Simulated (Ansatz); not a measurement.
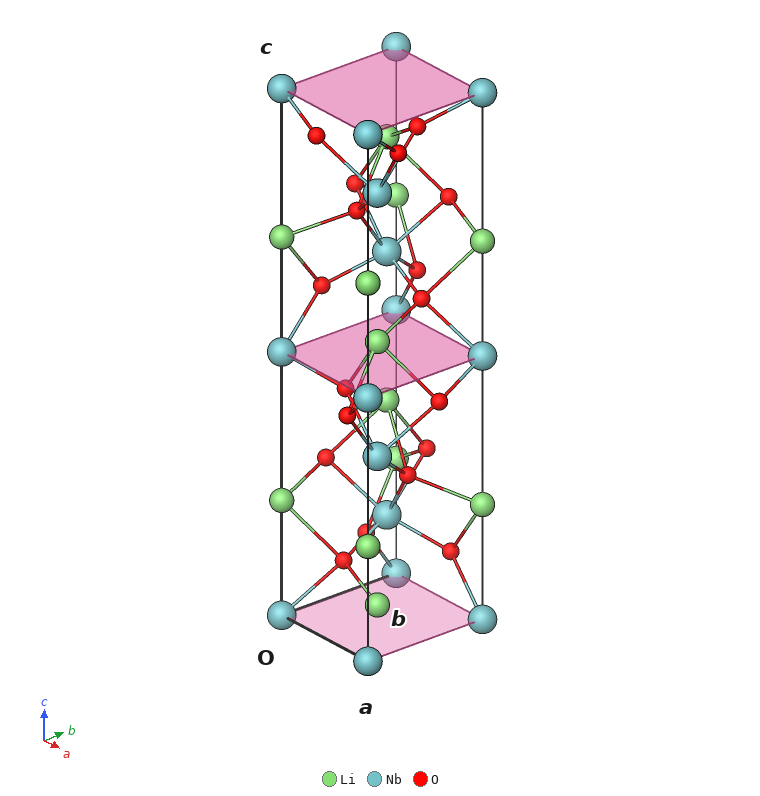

For LiNbO3, coordinates from a relaxation with DFT, r2SCAN, plane waves, PAW in Ansatz; the starting structure was generated, so it need not be a known form of this composition: every member of one family of equally spaced planes, hx + ky + lz = a whole number, that cuts the unit cell is shaded (one member passes through the origin O). Geometry calculated from the standardised cell; symmetry tolerance 0.002 Å.

a = 5.137 Å, b = 5.137 Å, c = 13.885 Å, α = 90.00°, β = 90.00°, γ = 120.00°.

> Which (hkl) family is drawn?

(0 0 2), in four indices (0 0 0 2); the opposite sign names the same planes. The member next to the origin meets the axes a never, b never, c at 1/2.

> What is the spacing?

d = 6.942 Å.

> Which atoms of the cell lie in these planes (within 0.03 Å)?

2 of the 6 Nb.
